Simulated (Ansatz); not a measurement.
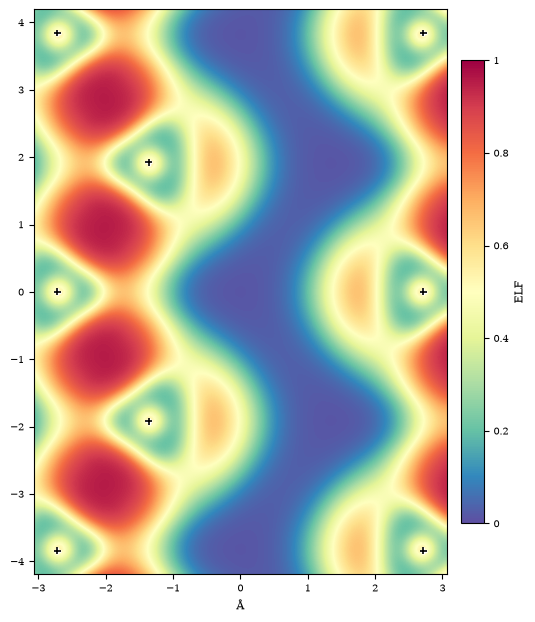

The electron localisation function on a plane through atoms (crosses mark nuclei in the plane).

Computed with Ansatz, DFT PBEsol, scalar-relativistic, plane waves, PAW.

Candidates:
A. Si, a = 5.43 Å, b = 5.43 Å, c = 5.43 Å, α = 90.00°, β = 90.00°, γ = 90.00°. Space group Fd-3m; a structure from a database of computed crystals, not necessarily the ambient phase.
B. SnO, a = 3.80 Å, b = 3.80 Å, c = 9.49 Å, α = 90.00°, β = 90.00°, γ = 90.00°. Space group Cmce.
C. Al₃Cu₂, a = 4.43 Å, b = 4.43 Å, c = 5.38 Å, α = 90.00°, β = 90.00°, γ = 120.00°. Space group P-3m1; a structure from a database of computed crystals, not necessarily the ambient phase; changed on purpose from its base cell (strain +0.080 along x and y, +0.080 along z, atoms carried along); computed pressure about −15 GPa in this cell; computed without spin polarisation.

> Which system is this?

Candidate A: Si on the (110) plane of the conventional cell, which holds Si. Si–Si (2.35 Å): the ELF peaks at about 0.95 between the atoms; localised, covalent bonding.
